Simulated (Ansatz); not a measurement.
```yaml
crystal:
  lattice:
    - [4.48295, 0.00000, 0.00000]
    - [0.00000, 8.08163, 0.00000]
    - [0.00000, 0.00000, 6.56656]
  atoms:
    - { symbol: Si, position: [0.74625, 0.41792, 0.83333] }
    - { symbol: Si, position: [0.24625, 0.91792, 0.83333] }
    - { symbol: Si, position: [0.24625, 0.08208, 0.16667] }
    - { symbol: Si, position: [0.74625, 0.58208, 0.16667] }
    - { symbol: Si, position: [0.50000, 0.33583, 0.50000] }
    - { symbol: Si, position: [0.00000, 0.83583, 0.50000] }
    - { symbol: Si, position: [0.75375, 0.08208, 0.83333] }
    - { symbol: Si, position: [0.25375, 0.58208, 0.83333] }
    - { symbol: Si, position: [0.25375, 0.41792, 0.16667] }
    - { symbol: Si, position: [0.75375, 0.91792, 0.16667] }
    - { symbol: Si, position: [0.00000, 0.16417, 0.50000] }
    - { symbol: Si, position: [0.50000, 0.66417, 0.50000] }
    - { symbol: Mo, position: [0.50000, 0.00000, 0.50000] }
    - { symbol: Mo, position: [0.00000, 0.50000, 0.50000] }
    - { symbol: Mo, position: [0.75000, 0.25000, 0.16667] }
    - { symbol: Mo, position: [0.25000, 0.75000, 0.16667] }
    - { symbol: Mo, position: [0.25000, 0.25000, 0.83333] }
    - { symbol: Mo, position: [0.75000, 0.75000, 0.83333] }
```

Space group C222; a structure from a database of computed crystals, not necessarily the ambient phase; changed on purpose from its base cell (strain -0.0200 x Voigt [1, -1, 0, 0, 0, 0], atoms carried along); computed without spin polarisation.

Computed with DFT PBEsol, scalar-relativistic, plane waves, PAW (Ansatz).

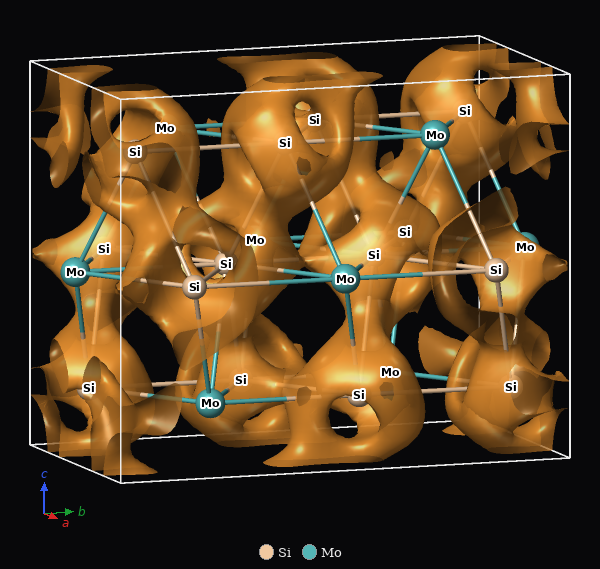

Si2Mo. Isosurface of the ELF at 0.6 (orange), seen slightly off an axis. Only the valence region is drawn (cores and ρ < 0.01 e/Å³ removed). Sticks mark near contacts.

Identify the bonds, lone pairs and shells in this picture.

The surface consists of channels that run through the cell in one direction, counted in one cell of 18 atoms. Regions shared between cells count once. Profiles from the grid: Si–Si (2.54 Å): the ELF peaks at about 0.70 between the atoms. Si–Mo (2.55 Å): the ELF peaks at about 0.70 in the valence shell of Si, 0.9 Å from its nucleus, and is about 0.40 at the midpoint.

Does the calculation make it a metal, or give it a gap?

It is metallic or semimetallic at this level of theory: no gap opens.
